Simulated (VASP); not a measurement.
# Run report: Ta, optical-spectrum calculation (part 2 of 3)

The same run, continued: Ta (Im-3m, 1 atom in the cell); Kohn-Sham DFT of a periodic cell, LDA, VASP PAW LDA potentials, recommended, no spin polarisation (VASP 6.6.1); cutoff 520 eV, 22×22×22 k-mesh, methfessel-paxton of 0.1 eV. The structure was built on a prototype by a generator; it need not be a known phase.

Geometry of the input (Å; fractional positions):
```
-1.6600  1.6600  1.6600
1.6600  -1.6600  1.6600
1.6600  1.6600  -1.6600
Ta 0.0000  0.0000  0.0000
```

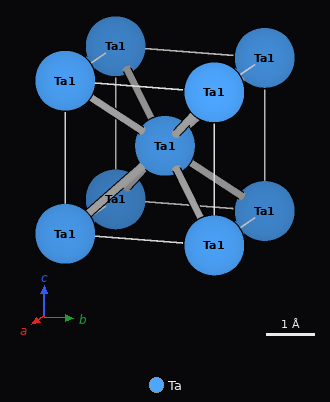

*The structure (ball-and-stick view of the cell 2 times as large as that of the calculation, set on its symmetry axes, seen slightly off an axis; atoms are numbered from 1 in the order of the input).*

### Parts of OUTCAR, continued
```
  frequency dependent IMAGINARY DIELECTRIC FUNCTION (independent particle, no local field effects) density-density
     E(ev)      X         Y         Z        XY        YZ        ZX
  --------------------------------------------------------------------------------------------------------------
     0.00000     0.00000     0.00000     0.00000     0.00000     0.00000     0.00000
     0.52631     3.03086     3.03086     3.03086     0.00000     0.00000    -0.00000
     1.05261     6.35321     6.35321     6.35321     0.00000     0.00000     0.00000
     1.57892     6.69198     6.69198     6.69198    -0.00000    -0.00000    -0.00000
     2.10522     9.11588     9.11588     9.11588    -0.00000     0.00000    -0.00000
     2.63153    17.79341    17.79341    17.79341     0.00000     0.00000     0.00000
     3.15783    16.95900    16.95900    16.95900    -0.00000     0.00000     0.00000
     3.68414    14.63599    14.63599    14.63599    -0.00000     0.00000     0.00000
     4.21044    13.07462    13.07462    13.07462     0.00000     0.00000    -0.00000
     4.73675    17.91478    17.91478    17.91478    -0.00000    -0.00000    -0.00000
     5.26305    21.10081    21.10081    21.10081    -0.00000    -0.00000    -0.00000
     5.78936    10.98434    10.98434    10.98434     0.00000     0.00000    -0.00000
     6.31566     6.20309     6.20309     6.20309     0.00000     0.00000    -0.00000
     6.84197     4.24191     4.24191     4.24191     0.00000     0.00000     0.00000
     7.36827     3.92948     3.92948     3.92948     0.00000     0.00000     0.00000
     7.89458     3.67765     3.67765     3.67765    -0.00000    -0.00000    -0.00000
     8.42088     4.22504     4.22504     4.22504    -0.00000     0.00000     0.00000
     8.94719     4.32941     4.32941     4.32941     0.00000     0.00000     0.00000
     9.47349     3.80181     3.80181     3.80181    -0.00000    -0.00000     0.00000
     9.99980     2.65808     2.65808     2.65808    -0.00000    -0.00000     0.00000
    10.52610     2.01438     2.01438     2.01438    -0.00000    -0.00000     0.00000
    11.05241     1.10381     1.10381     1.10381    -0.00000    -0.00000     0.00000
    11.57871     0.74639     0.74639     0.74639    -0.00000     0.00000     0.00000
    12.10502     0.54810     0.54810     0.54810     0.00000     0.00000     0.00000
    12.63133     0.18311     0.18311     0.18311     0.00000    -0.00000    -0.00000
    13.15763     0.07322     0.07322     0.07322    -0.00000    -0.00000     0.00000
    13.68394     0.04814     0.04814     0.04814    -0.00000     0.00000     0.00000
    14.21024     0.03799     0.03799     0.03799    -0.00000     0.00000     0.00000
    14.73655     0.03136     0.03136     0.03136    -0.00000     0.00000     0.00000
    15.26285     0.02657     0.02657     0.02657    -0.00000     0.00000     0.00000
    15.78916     0.02291     0.02291     0.02291    -0.00000     0.00000     0.00000
    16.31546     0.02002     0.02002     0.02002    -0.00000     0.00000     0.00000
    16.84177     0.01770     0.01770     0.01770    -0.00000     0.00000     0.00000
    17.36807     0.01579     0.01579     0.01579     0.00000     0.00000     0.00000
    17.89438     0.01421     0.01421     0.01421     0.00000     0.00000     0.00000
    18.42068     0.01288     0.01288     0.01288     0.00000     0.00000     0.00000
    18.94699     0.01176     0.01176     0.01176     0.00000     0.00000     0.00000
    19.47329     0.01081     0.01081     0.01081     0.00000     0.00000     0.00000
    19.99960     0.01000     0.01000     0.01000     0.00000     0.00000     0.00000
    20.52590     0.00931     0.00931     0.00931     0.00000     0.00000     0.00000
    21.05221     0.00872     0.00872     0.00872     0.00000     0.00000     0.00000
    21.57851     0.00822     0.00822     0.00822     0.00000     0.00000     0.00000
    22.10482     0.00780     0.00780     0.00780     0.00000     0.00000     0.00000
    22.63112     0.00746     0.00746     0.00746     0.00000     0.00000     0.00000
    23.15743     0.00718     0.00718     0.00718     0.00000     0.00000     0.00000
    23.68373     0.00697     0.00697     0.00697     0.00000     0.00000     0.00000
    24.21004     0.00681     0.00681     0.00681     0.00000     0.00000     0.00000
    24.73635     0.00672     0.00672     0.00672     0.00000     0.00000     0.00000
    25.26265     0.00669     0.00669     0.00669     0.00000     0.00000     0.00000
    25.78896     0.00673     0.00673     0.00673     0.00000     0.00000     0.00000
    26.31526     0.00685     0.00685     0.00685     0.00000     0.00000     0.00000
    26.84157     0.00705     0.00705     0.00705     0.00000     0.00000     0.00000
    27.36787     0.00735     0.00735     0.00735     0.00000     0.00000     0.00000
    27.89418     0.00778     0.00778     0.00778     0.00000     0.00000     0.00000
    28.42048     0.00837     0.00837     0.00837     0.00000     0.00000     0.00000
    28.94679     0.00918     0.00918     0.00918     0.00000     0.00000     0.00000
    29.47309     0.01029     0.01029     0.01029     0.00000     0.00000     0.00000
    29.99940     0.01185     0.01185     0.01185     0.00000     0.00000     0.00000
    30.52570     0.01414     0.01414     0.01414     0.00000     0.00000     0.00000
    31.05201     0.01771     0.01771     0.01771     0.00000     0.00000     0.00000
    31.57831     0.02389     0.02389     0.02389     0.00000     0.00000     0.00000
    32.10462     0.03696     0.03696     0.03696     0.00000     0.00000     0.00000
    32.63092     0.08107     0.08107     0.08107     0.00000     0.00000    -0.00000
    33.15723     0.75694     0.75694     0.75694     0.00000     0.00000    -0.00000
    33.68353     1.09658     1.09658     1.09658    -0.00000     0.00000     0.00000
    34.20984     0.65500     0.65500     0.65500    -0.00000     0.00000    -0.00000
    34.73614     0.62540     0.62540     0.62540     0.00000     0.00000    -0.00000
    35.26245     1.12101     1.12101     1.12101     0.00000     0.00000    -0.00000
    35.78875     1.51230     1.51230     1.51230     0.00000    -0.00000     0.00000
    36.31506     2.01786     2.01786     2.01786    -0.00000     0.00000     0.00000
    36.84136     1.93147     1.93147     1.93147    -0.00000    -0.00000    -0.00000
    37.36767     2.05569     2.05569     2.05569    -0.00000    -0.00000    -0.00000
    37.89398     2.56194     2.56194     2.56194     0.00000    -0.00000     0.00000
    38.42028     2.03053     2.03053     2.03053    -0.00000    -0.00000     0.00000
    38.94659     1.29784     1.29784     1.29784     0.00000     0.00000     0.00000
    39.47289     0.77442     0.77442     0.77442     0.00000    -0.00000     0.00000
    39.99920     0.66305     0.66305     0.66305    -0.00000     0.00000     0.00000
    40.52550     0.45988     0.45988     0.45988     0.00000    -0.00000    -0.00000
    41.05181     0.69277     0.69277     0.69277    -0.00000    -0.00000     0.00000
    41.57811     0.36632     0.36632     0.36632    -0.00000    -0.00000    -0.00000
    42.10442     0.42176     0.42176     0.42176     0.00000     0.00000    -0.00000
    42.63072     0.27126     0.27126     0.27126     0.00000     0.00000     0.00000
    43.15703     0.28763     0.28763     0.28763    -0.00000    -0.00000     0.00000
    43.68333     0.07061     0.07061     0.07061     0.00000     0.00000    -0.00000
    44.20964     0.02108     0.02108     0.02108     0.00000     0.00000     0.00000
    44.73594     0.01357     0.01357     0.01357     0.00000    -0.00000     0.00000
    45.26225     0.01022     0.01022     0.01022     0.00000    -0.00000     0.00000
    45.78855     0.00824     0.00824     0.00824     0.00000    -0.00000     0.00000
    46.31486     0.00689     0.00689     0.00689     0.00000    -0.00000     0.00000
    46.84116     0.00591     0.00591     0.00591     0.00000    -0.00000     0.00000
    47.36747     0.00516     0.00516     0.00516     0.00000    -0.00000     0.00000
    47.89377     0.00457     0.00457     0.00457     0.00000    -0.00000     0.00000
    48.42008     0.00408     0.00408     0.00408     0.00000    -0.00000     0.00000
    48.94638     0.00368     0.00368     0.00368     0.00000    -0.00000     0.00000
    49.47269     0.00334     0.00334     0.00334     0.00000    -0.00000     0.00000
    49.99900     0.00305     0.00305     0.00305     0.00000    -0.00000     0.00000
    50.52530     0.00281     0.00281     0.00281     0.00000    -0.00000     0.00000
    51.05161     0.00259     0.00259     0.00259     0.00000    -0.00000     0.00000
    51.57791     0.00240     0.00240     0.00240     0.00000    -0.00000     0.00000
    52.10422     0.00223     0.00223     0.00223     0.00000    -0.00000     0.00000

  frequency dependent      REAL DIELECTRIC FUNCTION (independent particle, no local field effects) density-density
     E(ev)        X           Y           Z          XY          YZ          ZX
  --------------------------------------------------------------------------------------------------------------
     0.00000    35.93150    35.93150    35.93150    -0.00000     0.00000    -0.00000
     0.52631    18.75223    18.75223    18.75223     0.00000     0.00000     0.00000
     1.05261    18.62097    18.62097    18.62097    -0.00000     0.00000    -0.00000
     1.57892    16.96347    16.96347    16.96347    -0.00000     0.00000     0.00000
     2.10522    15.91712    15.91712    15.91712    -0.00000     0.00000     0.00000
     2.63153    14.20207    14.20207    14.20207     0.00000     0.00000     0.00000
     3.15783    11.09813    11.09813    11.09813    -0.00000     0.00000     0.00000
     3.68414     5.28416     5.28416     5.28416     0.00000    -0.00000    -0.00000
     4.21044     8.42029     8.42029     8.42029    -0.00000    -0.00000    -0.00000
     4.73675     7.01361     7.01361     7.01361    -0.00000    -0.00000    -0.00000
     5.26305    -4.82334    -4.82334    -4.82334     0.00000     0.00000    -0.00000
     5.78936    -9.16997    -9.16997    -9.16997     0.00000     0.00000     0.00000
     6.31566    -7.20080    -7.20080    -7.20080     0.00000    -0.00000     0.00000
     6.84197    -4.58038    -4.58038    -4.58038    -0.00000    -0.00000    -0.00000
     7.36827    -3.54236    -3.54236    -3.54236    -0.00000    -0.00000    -0.00000
     7.89458    -1.89220    -1.89220    -1.89220    -0.00000    -0.00000     0.00000
     8.42088    -1.71737    -1.71737    -1.71737    -0.00000    -0.00000     0.00000
     8.94719    -2.57352    -2.57352    -2.57352    -0.00000    -0.00000     0.00000
     9.47349    -2.82730    -2.82730    -2.82730    -0.00000    -0.00000     0.00000
     9.99980    -3.62215    -3.62215    -3.62215     0.00000    -0.00000    -0.00000
    10.52610    -3.03243    -3.03243    -3.03243     0.00000     0.00000    -0.00000
    11.05241    -2.61202    -2.61202    -2.61202     0.00000    -0.00000    -0.00000
    11.57871    -2.12380    -2.12380    -2.12380     0.00000     0.00000    -0.00000
    12.10502    -2.06182    -2.06182    -2.06182     0.00000    -0.00000    -0.00000
    12.63133    -1.49576    -1.49576    -1.49576     0.00000    -0.00000    -0.00000
    13.15763    -1.10489    -1.10489    -1.10489     0.00000    -0.00000    -0.00000
    13.68394    -0.80911    -0.80911    -0.80911     0.00000    -0.00000    -0.00000
    14.21024    -0.58503    -0.58503    -0.58503     0.00000    -0.00000    -0.00000
    14.73655    -0.40372    -0.40372    -0.40372     0.00000    -0.00000    -0.00000
    15.26285    -0.25198    -0.25198    -0.25198     0.00000    -0.00000    -0.00000
    15.78916    -0.12225    -0.12225    -0.12225     0.00000    -0.00000    -0.00000
    16.31546    -0.00961    -0.00961    -0.00961     0.00000    -0.00000    -0.00000
    16.84177     0.08942     0.08942     0.08942     0.00000    -0.00000    -0.00000
    17.36807     0.17736     0.17736     0.17736     0.00000    -0.00000    -0.00000
    17.89438     0.25616     0.25616     0.25616     0.00000    -0.00000    -0.00000
    18.42068     0.32733     0.32733     0.32733     0.00000    -0.00000    -0.00000
    18.94699     0.39207     0.39207     0.39207     0.00000    -0.00000    -0.00000
    19.47329     0.45138     0.45138     0.45138     0.00000    -0.00000    -0.00000
    19.99960     0.50606     0.50606     0.50606     0.00000    -0.00000    -0.00000
    20.52590     0.55680     0.55680     0.55680     0.00000    -0.00000    -0.00000
    21.05221     0.60419     0.60419     0.60419     0.00000    -0.00000    -0.00000
    21.57851     0.64872     0.64872     0.64872     0.00000    -0.00000    -0.00000
    22.10482     0.69085     0.69085     0.69085     0.00000    -0.00000    -0.00000
    22.63112     0.73098     0.73098     0.73098     0.00000    -0.00000    -0.00000
    23.15743     0.76948     0.76948     0.76948     0.00000    -0.00000    -0.00000
    23.68373     0.80668     0.80668     0.80668     0.00000    -0.00000    -0.00000
    24.21004     0.84291     0.84291     0.84291     0.00000    -0.00000    -0.00000
    24.73635     0.87849     0.87849     0.87849     0.00000    -0.00000    -0.00000
    25.26265     0.91376     0.91376     0.91376     0.00000    -0.00000    -0.00000
    25.78896     0.94905     0.94905     0.94905     0.00000    -0.00000    -0.00000
    26.31526     0.98474     0.98474     0.98474     0.00000    -0.00000    -0.00000
    26.84157     1.02125     1.02125     1.02125     0.00000    -0.00000    -0.00000
    27.36787     1.05908     1.05908     1.05908     0.00000    -0.00000    -0.00000
    27.89418     1.09881     1.09881     1.09881     0.00000    -0.00000    -0.00000
    28.42048     1.14120     1.14120     1.14120     0.00000    -0.00000    -0.00000
    28.94679     1.18724     1.18724     1.18724     0.00000    -0.00000    -0.00000
    29.47309     1.23828     1.23828     1.23828     0.00000    -0.00000    -0.00000
    29.99940     1.29627     1.29627     1.29627     0.00000     0.00000    -0.00000
    30.52570     1.36421     1.36421     1.36421     0.00000     0.00000    -0.00000
    31.05201     1.44718     1.44718     1.44718     0.00000     0.00000    -0.00000
    31.57831     1.55474     1.55474     1.55474     0.00000     0.00000    -0.00000
    32.10462     1.70912     1.70912     1.70912     0.00000     0.00000    -0.00000
    32.63092     1.98563     1.98563     1.98563     0.00000     0.00000    -0.00000
    33.15723     2.46998     2.46998     2.46998    -0.00000     0.00000     0.00000
    33.68353     1.39889     1.39889     1.39889     0.00000     0.00000    -0.00000
    34.20984     1.57875     1.57875     1.57875     0.00000     0.00000    -0.00000
    34.73614     1.95500     1.95500     1.95500    -0.00000    -0.00000     0.00000
    35.26245     2.00308     2.00308     2.00308    -0.00000     0.00000    -0.00000
    35.78875     1.94804     1.94804     1.94804    -0.00000    -0.00000     0.00000
    36.31506     1.54061     1.54061     1.54061    -0.00000    -0.00000    -0.00000
    36.84136     1.22045     1.22045     1.22045    -0.00000     0.00000    -0.00000
    37.36767     1.09039     1.09039     1.09039     0.00000    -0.00000     0.00000
    37.89398    -0.01713    -0.01713    -0.01713    -0.00000    -0.00000     0.00000
    38.42028     0.13868     0.13868     0.13868    -0.00000     0.00000     0.00000
    38.94659    -0.77710    -0.77710    -0.77710     0.00000    -0.00000    -0.00000
    39.47289    -0.32419    -0.32419    -0.32419    -0.00000    -0.00000    -0.00000
    39.99920    -0.25951    -0.25951    -0.25951     0.00000    -0.00000    -0.00000
    40.52550    -0.10268    -0.10268    -0.10268    -0.00000    -0.00000    -0.00000
    41.05181    -0.05275    -0.05275    -0.05275     0.00000     0.00000     0.00000
    41.57811     0.13110     0.13110     0.13110     0.00000     0.00000    -0.00000
    42.10442     0.07122     0.07122     0.07122     0.00000     0.00000     0.00000
    42.63072     0.08327     0.08327     0.08327     0.00000     0.00000     0.00000
    43.15703     0.05846     0.05846     0.05846    -0.00000    -0.00000    -0.00000
    43.68333     0.05171     0.05171     0.05171    -0.00000    -0.00000    -0.00000
    44.20964     0.22007     0.22007     0.22007     0.00000     0.00000    -0.00000
    44.73594     0.30739     0.30739     0.30739     0.00000     0.00000    -0.00000
    45.26225     0.36895     0.36895     0.36895     0.00000     0.00000    -0.00000
    45.78855     0.41708     0.41708     0.41708     0.00000     0.00000    -0.00000
    46.31486     0.45666     0.45666     0.45666     0.00000     0.00000    -0.00000
    46.84116     0.49023     0.49023     0.49023     0.00000     0.00000    -0.00000
    47.36747     0.51929     0.51929     0.51929     0.00000     0.00000    -0.00000
    47.89377     0.54483     0.54483     0.54483     0.00000     0.00000    -0.00000
    48.42008     0.56755     0.56755     0.56755     0.00000     0.00000    -0.00000
    48.94638     0.58796     0.58796     0.58796     0.00000     0.00000    -0.00000
    49.47269     0.60642     0.60642     0.60642     0.00000     0.00000    -0.00000
    49.99900     0.62324     0.62324     0.62324     0.00000     0.00000    -0.00000
    50.52530     0.63864     0.63864     0.63864     0.00000     0.00000    -0.00000
    51.05161     0.65282     0.65282     0.65282     0.00000     0.00000    -0.00000
    51.57791     0.66593     0.66593     0.66593     0.00000     0.00000    -0.00000
    52.10422     0.67809     0.67809     0.67809     0.00000     0.00000    -0.00000
```
